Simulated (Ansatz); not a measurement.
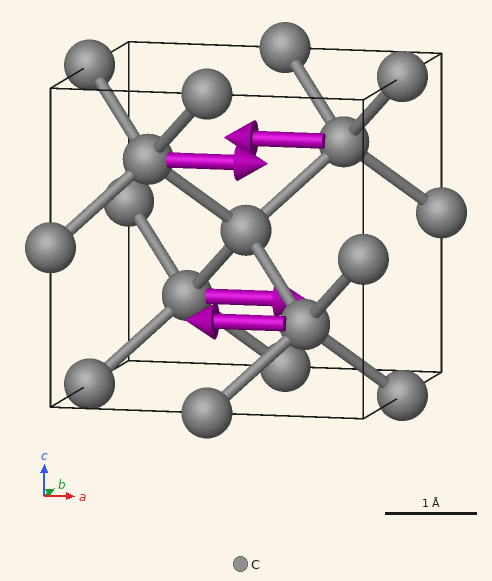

One vibrational mode of crystalline C at the zone centre of a doubled cell. The purple arrows give the relative displacements of the atoms. A ball-and-stick model of the conventional cell (2 times the calculation's cell), seen slightly off an axis. Lengths and directions refer to the drawn axes.

Theory: DFT r2SCAN, scalar-relativistic, plane waves, PAW (Ansatz). Settings: plane-wave cutoff 500 eV; k-point mesh 10 × 10 × 6; occupations gaussian; smearing width 0.05 eV; no spin polarisation.

Frequencies are those without the non-analytic (LO–TO) term.

### What mode is this, and where does it lie in the spectrum?

This is a doubly degenerate mode (one member of the set is drawn) at 151.8 meV, level 3 of 4, counted from below (the three translations aside). All motion is along a; atoms of one kind move against one another, with no net shift of their sublattice. It changes sign from one half of the doubled cell to the other: it belongs to the zone boundary, q = (0, 1/2, 1/2) in the reciprocal vectors of the undoubled cell.
